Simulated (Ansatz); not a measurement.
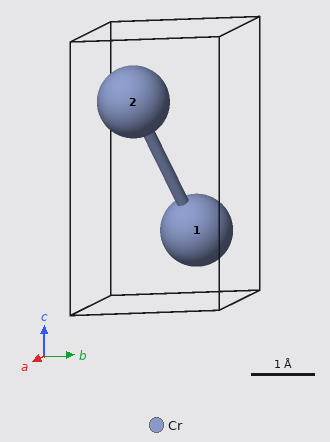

*The structure as given in the input (ball-and-stick view of the cell of the calculation, seen slightly off an axis; atoms are numbered from 1 in the order of the input). An atom can appear more than once, as a periodic image.*

Near neighbours in the periodic cell (some may lie outside the picture): Cr has 12 Cr at 2.46 to 2.62 Å.

## Cr: band-structure calculation

Cr (P6₃/mmc, 2 atoms in the cell), computed with DFT PBEsol, scalar-relativistic, plane waves, PAW, no spin polarisation (Ansatz 0.2.0).

The structure derives from an entry of the Crystallography Open Database. Figures and captions count atoms from 1; the log counts them from 0 in places.

**Log**
```
scf.n_extra_bands = 6 over 14 filled bands (N_el = 28.0): the run solves 20 bands
Engine: ansatz 0.2.0, x86_64-unknown-linux-gnu
Pseudopotentials: kind: paw
Pseudopotential: Cr, paw, valence charge 14, recommended cutoff 420 eV (normal), Cr.paw.azcp
Functional definition: PBEsol
  exchange = pbesol_x
  correlation = pbesol_c
Crystal: 2 atoms, lattice volume = 22.966 Å³
Basis set: ecut = 420 eV, 429 PW (Γ), exchange–correlation on 36×36×60 points (8 copies of the dense FFT grid, shifted against one another)
Bands: 20, of which v1, the nominal top of the filled ones, is band 14 counted from 1 (13 counted from 0)
Symmetry: 24 space group operations
Space group: P63/mmc (ITA 194), of the structure as read, at distance tolerance 2.8e-5 Å
k-points: 222 of 3240
Non-local potential: Cr, projectors of the file, l = 0: 3, l = 1: 2, l = 2: 3, l = 3: 1
PAW form: soft (Blöchl's): semilocal exchange-correlation on the pseudo side does not see the compensation charge
PAW frozen core: Cr, regenerated for the run's functional, and the local potential with it (the file was generated under x = pbe(κ = 0.804, μ = 0.2195149727645171), c = pbe(β = 0.06672455060314922))
PAW one-centre angular grid: Cr, 590 points (default); XC on 64 Gauss nodes
Initial density: superposition of atomic densities (neutral atoms: chi_scale 0, normalization atom), corrected by the library's trained network
Initial wavefunctions: pseudopotential atomic-orbital guess
Functional: x = pbesol(κ = 0.804, μ = 0.12345679012345678), c = pbesol(β = 0.046)
SCF iter   1: F=—  HF=-6697.554203 eV  |F-HF|=—  |Δ(HF+E_count)|=         —  Δρ=7.07e-3  dr2=4.96e-3  ethr=1.77e-3  ⟨swp⟩=4.0  Hψ=15996  notcnv=0
preconditioner: auto → none  [metal: Δε(μ)=0.012 eV  Ē_g=4.675 eV  σ=0.100 eV  W_gap=0.07  n_scr=2 (ndim 8)  ℏωp=26.8 eV  f_vac=0.000  D(μ)=2.69/eV (n_scr^D=36)  sad-step TF]
SCF iter   2: F=—  HF=-6697.553147 eV  |F-HF|=—  |Δ(HF+E_count)|=   1.06e-3  Δρ=3.19e-3  dr2=1.06e-3  ethr=1.77e-5  ⟨swp⟩=2.3  Hψ=8231  notcnv=0
SCF iter   3: F=—  HF=-6697.553050 eV  |F-HF|=—  |Δ(HF+E_count)|=   9.69e-5  Δρ=7.76e-4  dr2=5.26e-5  ethr=3.80e-6  ⟨swp⟩=2.0  Hψ=5229  notcnv=0
SCF iter   4: F=—  HF=-6697.553013 eV  |F-HF|=—  |Δ(HF+E_count)|=   3.72e-5  Δρ=9.55e-5  dr2=8.94e-7  ethr=1.88e-7  ⟨swp⟩=2.9  Hψ=7499  notcnv=0
iter 5 did not close the SCF: its close was put off for the readings that it lacked (scf_convergence_deferred on its scf_iter line)
SCF iter   5: F=-6697.553013 eV  HF=-6697.553013 eV  |F-HF|=1.95e-8  |Δ(HF+E_count)|=   4.80e-8  Δρ=2.28e-5  dr2=4.64e-8  ethr=3.19e-9  ⟨swp⟩=2.6  Hψ=6733  notcnv=0
SCF iter   6: F=-6697.553013 eV  HF=-6697.553013 eV  |F-HF|=7.37e-11  |Δ(HF+E_count)|=   2.87e-8  Δρ=2.60e-6  dr2=7.29e-10  ethr=1.66e-10  ⟨swp⟩=6.0  Hψ=22677  notcnv=0
SCF 1 converged in 6 iterations: F = -6697.553013 eV  dr2 = 7.29e-10
  greatest PAW one-centre occupation: 1.000 electrons in one spin orbital (limit 2), on the Cr atom at site 1 (counted from 0), in its partial waves of l = 0
NSCF: frozen V_eff on 129 k-points
NSCF: frozen V_eff on 600 k-points
SCF converged after 6 iterations
Free energy (F): -6697.553013 eV
Harris-Foulkes:  -6697.553013 eV  (|F-HF|=7.37e-11)
Internal energy: -6697.539534 eV  (E = F + TS)
E sigma→0 (E₀):  -6697.546273 eV
Entropy (-TS):   -0.013479 eV (-6.739 meV/atom)
Fermi energy:    19.252927 eV
--- Per-component energies (eV) ---
  E_band       = -283.018839
  E_kinetic    = 688.912211
  E_local      = -2355.334961  (includes V_loc(G=0)·N_el)
  E_nonlocal   = 161.677260
  E_hartree    = 1028.976222
  E_xc         = -278.580132
  E_vxc        = -356.981335  (∫ρ·V_xc dr)
  E_paw        = -2335.076414  (= ΣΔE_a)
  E_vpaw       = -479.243898  (= ΣTr[D̂ρ^β])
  E_aug_tail   = 0.000701  (compensation charges beyond the density's cutoff)
  E_ewald      = -3608.434419
  E_core_change = 0.319999  (= ΣΔE_core)
  E_smearing   = -0.013479  (= −TS)
  E_closure    = 0.000000  (closes the sum)
  Σ components = -6697.553013   (vs F -6697.553013, Δ=0.00e0)
--- Forces (eV/Å), atoms counted from 1 ---
  atom   1  Cr     0.00000000     0.00000000     0.00000000
  atom   2  Cr     0.00000000    -0.00000000     0.00000000
  max |Σ_I F_I| component: 6.94e-18 eV/Å
--- Stress (GPa, compression-positive) ---
        0.017814       0.000000       0.000000
        0.000000       0.017814       0.000000
        0.000000       0.000000       0.023435
  P = ⅓ Tr σ = 0.0197 GPa (0.197 kbar)
--- Band table (eV; the first three rows and the last of 222) ---
  k-point 0: bands = ["-52.0627", "-51.9223", "-23.8642", "-23.0991", "-22.9242", "-22.9242", "-22.8523", "-22.8523", "11.5105", "15.0316", "17.9720", "18.8732", "18.8732", "18.9980", "19.2247", "19.2247", "20.3738", "20.3738", "21.5568", "21.5568"]
  k-point 1: bands = ["-52.0593", "-51.9258", "-23.8460", "-23.1184", "-22.9224", "-22.9224", "-22.8541", "-22.8541", "11.6028", "14.9985", "17.9418", "18.8032", "18.8638", "18.8638", "19.2024", "19.2024", "20.4226", "20.4226", "21.5445", "21.5445"]
  k-point 2: bands = ["-52.0495", "-51.9359", "-23.7932", "-23.1743", "-22.9173", "-22.9173", "-22.8592", "-22.8592", "11.8742", "14.8730", "17.8579", "18.3492", "18.8452", "18.8452", "19.1416", "19.1416", "20.5556", "20.5556", "21.5037", "21.5037"]
  k-point 221: bands = ["-51.7781", "-51.7781", "-23.6612", "-23.6612", "-23.5513", "-23.5513", "-23.2031", "-23.2031", "16.8577", "16.8577", "16.9077", "16.9077", "18.0709", "18.0709", "19.6022", "19.6022", "21.6126", "21.6126", "27.8480", "27.8480"]
--- Löwdin populations: 2 sites ---
  site symbol       q [e]
     0     Cr     13.9163
     1     Cr     13.9163
  spilling = 0.005979 (of n_electrons = 28.000000)
--- Bader charges: 2 sites ---
  site symbol  charge [e]  shift [e]
     0     Cr      0.0000     0.0000
     1     Cr      0.0000     0.0000
  estimated error of the sums over rays = 8.4e-5 e
```

**File bader_charges.tsv**
```
# site	symbol	x_ang	y_ang	z_ang	partial_charge_e	electrons	volume_ang3	relative_density_drop	shared_charge_e	partial_wave_shift_e
# quadrature_error_electrons = 8.4e-5
0	Cr	0.0000	1.4177	1.0995	0.00000	24.00000	11.48	-	0.00000	0.00000
1	Cr	1.2278	0.7089	3.2985	0.00000	24.00000	11.48	-	0.00000	0.00000
```

**File populations.tsv**
```
# site	symbol	l	j	q
# orbitals = lowdin
# n_electrons = 28.000000
# spilling = 0.005979
0	Cr	0_3S	-	1.982312
0	Cr	0_4S	-	0.711865
0	Cr	1_3P	-	5.990008
0	Cr	2_3D	-	5.232105
1	Cr	0_3S	-	1.982312
1	Cr	0_4S	-	0.711865
1	Cr	1_3P	-	5.990008
1	Cr	2_3D	-	5.232105
```

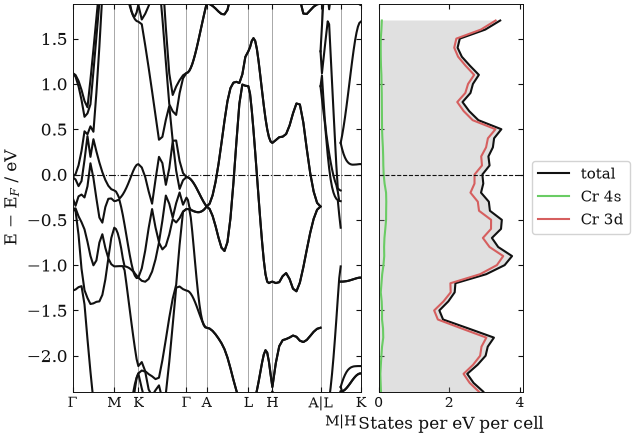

*Band structure along Γ–M–K–Γ–A–L–H–A|L–M|H–K and density of states (projected on Löwdin-orthogonalised atomic shells), with energies from the Fermi level.*

Bands cross the Fermi level: a metal at this level of theory.

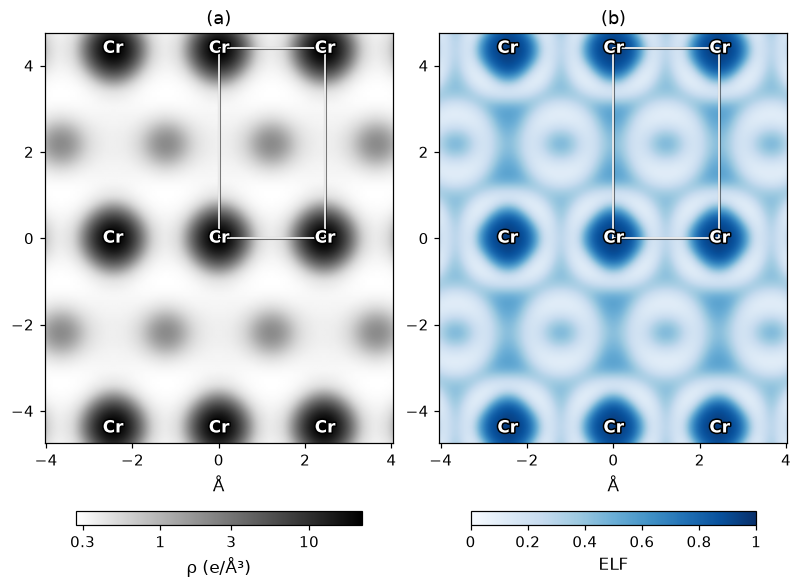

*(a) valence pseudo-density; (b) electron localisation function on the (100) plane of the conventional cell.*

The section cuts through Cr sites. Cr–Cr (2.46 Å): ρ at the midpoint is about 0.39 e/Å³; the ELF is about 0.25 at the midpoint; no localised pair between them. Away from the nuclei the density in this plane falls to 0.27 e/Å³ at its lowest.5. The strong features right at Cr lie inside the PAW spheres (semicore, d or f shells) and say nothing about bonding. The fields are those of the smooth PAW valence density.

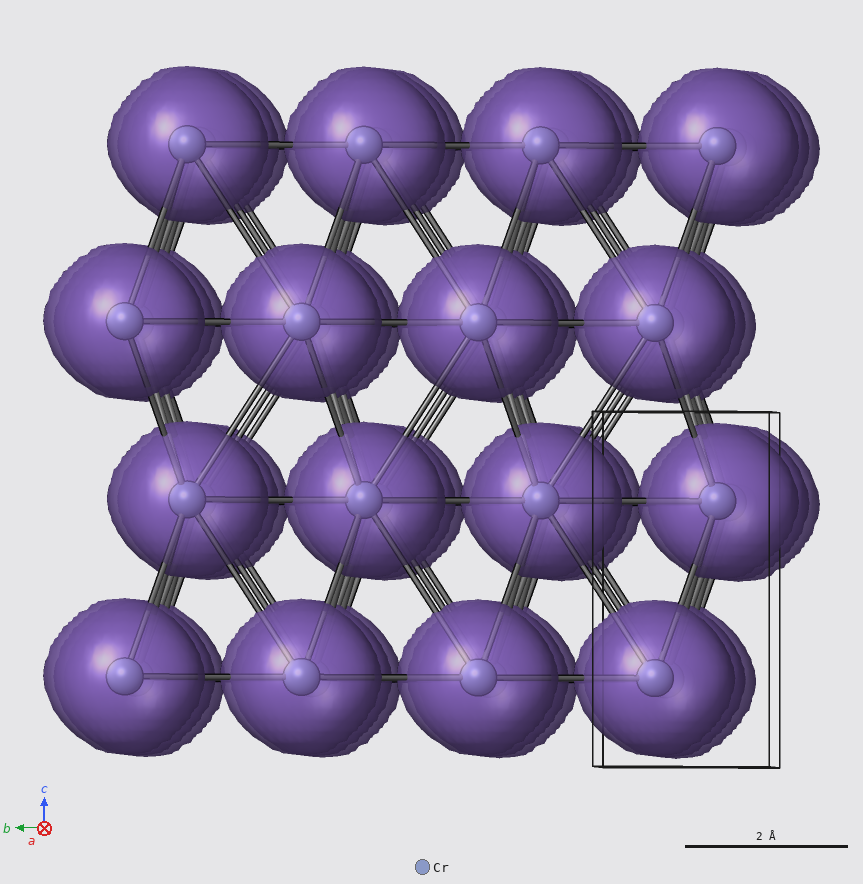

*Isosurface of the valence electron density at 0.5 e/Å³ (purple), seen at an oblique angle. Sticks mark near contacts. The outline is the cell set on symmetry axes.*

At this value the density breaks into separate islands; it holds about 80 % of the electrons treated as valence (semicore included). It is pinched off along the Cr–Cr (2.46 Å) and Cr–Cr (2.62 Å) contacts. On the grid the lowest density along these lines, outside the cores, is 0.39 e/Å³ (Cr–Cr, 2.46 Å) and 0.31 e/Å³ (Cr–Cr, 2.62 Å).

This output came from the following input.

**Input**
```yaml
crystal:
  lattice:
    - [2.4555597072, 0.0, 0.0]
    - [-1.2277798536, 2.126577087, 0.0]
    - [0.0, 0.0, 4.3979646618]
  atoms:
    - { symbol: Cr, position: [0.3333333333, 0.6666666667, 0.25] }
    - { symbol: Cr, position: [0.6666666667, 0.3333333333, 0.75] }
basis:
  ecutwfc: 420
kpoints:
  mp_grid: { grid: [18, 18, 10] }
  band_path:
    path:
      - [[0.0, 0.0, 0.0], [0.5, 0.0, 0.0], [0.33333333, 0.33333333, 0.0], [0.0, 0.0, 0.0], [0.0, 0.0, 0.5], [0.5, 0.0, 0.5], [0.33333333, 0.33333333, 0.5], [0.0, 0.0, 0.5]]
      - [[0.5, 0.0, 0.5], [0.5, 0.0, 0.0]]
      - [[0.33333333, 0.33333333, 0.5], [0.33333333, 0.33333333, 0.0]]
    npoints: 14
hamiltonian:
  xc: pbesol
scf:
  occupations: { method: gaussian, width: 0.1 }
  n_extra_bands: 6
output:
  forces: true
  stress: true
  eigenvalues: true
  populations: true
  dos: { projected: true, de: 0.02, nscf_kmesh: { grid: [27, 27, 15] } }
  bader: true
  write_density: true
  write_potential: true
  elf: true
  volumetric_format: npy
```

Run as:
```bash
ansatz run input.yaml --threads 1 --pin off --max-ram 2560MiB --backend cpu --events-out ev --progress --plain --runs-dir out
```

**Key numbers**

| quantity | value |
| --- | --- |
| outcome | converged |
| space group (tolerance 0.01 Å) | P6₃/mmc (194) |
| electrons treated | 28 |
| free energy | −6697.5530 eV |
| Fermi energy | 19.253 eV |
| gap on the k-point mesh | none (metallic) |
| pressure | 0.02 GPa |
| largest force (length of the vector) | under 0.001 eV/Å |
| hardware | 1 thread of Intel Xeon @ 2.50GHz (Skylake/Cascade Lake), 16 GiB of memory available, shared host |
| wall time | 31 s |
| peak memory | 0.45 GiB |

**Remarks**

The run has no spin polarisation, so a magnetic state may lie lower.
